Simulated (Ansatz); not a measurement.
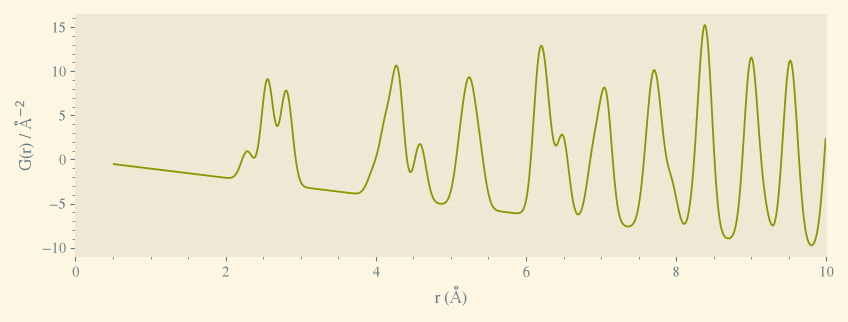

Simulated X-ray pair distribution function, G(r) = R(r)/r − 4πρ₀r, summed over the atomic distances of the structure with each pair weighted by the product of the atomic numbers (X-ray weights at Q = 0); every distance is a Gaussian of σ = 0.08 Å. No termination ripples are included.

Candidate polymorphs:

A. 
```cif
data_structure
_symmetry_space_group_name_H-M 'Pm-3n'
_symmetry_Int_Tables_number 223
_cell_length_a 4.5857
_cell_length_b 4.5857
_cell_length_c 4.5857
_cell_angle_alpha 90.000
_cell_angle_beta 90.000
_cell_angle_gamma 90.000
_cell_volume 96.43
loop_
_atom_site_label
_atom_site_type_symbol
_atom_site_symmetry_multiplicity
_atom_site_Wyckoff_symbol
_atom_site_fract_x
_atom_site_fract_y
_atom_site_fract_z
_atom_site_occupancy
Fe1 Fe 2 a 0.00000 0.00000 0.00000 1
Fe2 Fe 6 c 0.25000 0.00000 0.50000 1
```

B. 
```
Fe
1.0
     2.53931    0.00000    0.00000
    -1.26965    2.19911    0.00000
     0.00000    0.00000    4.38147
Fe
2
Direct
  0.33333 0.66667 0.25000
  0.66667 0.33333 0.75000
```

Origins: A, the end point of a relaxation with Ansatz 0.2.0, DFT, revPBE, plane waves (420 eV) with PAW, scalar-relativistic; the starting structure was generated, so it need not be a known form of this composition; B, the input geometry of an electronic-structure calculation (not necessarily at equilibrium); the starting structure was generated, so it need not be a known form of this composition.

Question: From which structure was the curve computed?

Answer: Candidate A, Fe, Pm-3n (first clear peaks at 2.29 Å (Fe–Fe) and 2.56 Å (Fe–Fe)). B would give first clear peaks at 2.59 Å (Fe–Fe) and 3.66 Å (Fe–Fe).
